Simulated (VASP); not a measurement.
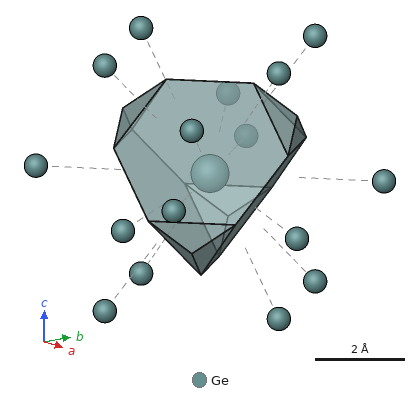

Voronoi–Dirichlet polyhedron, computed geometrically; every face belongs to one neighbour and no atomic radii are used. Central atom: Ge (8a) in Ge; faces take the colour of the neighbour behind them. Origin: the geometry relaxed with VASP Kohn-Sham DFT of a periodic cell, PBE with D3(BJ), VASP PAW PBE potentials, recommended (VASP).

Ge, space group Fd-3m:1 (No. 227), a = 5.700 Å, b = 5.700 Å, c = 5.700 Å, α = 90.00°, β = 90.00°, γ = 90.00°

```json
{"site": "Ge", "Wyckoff": "8a", "x": "0.2500", "y": "0.2500", "z": "0.2500"}
```

**What is the volume of this Voronoi cell?**

23.2 Å³, equal to the mean volume per atom.

**Which neighbours share a face with the central atom?**

16 Ge (100 % of the solid angle).

**How many faces does the cell have, and of which kinds?**

16 faces, index ⟨12,0,0,4⟩: a triakis truncated tetrahedron, as in the diamond structure.
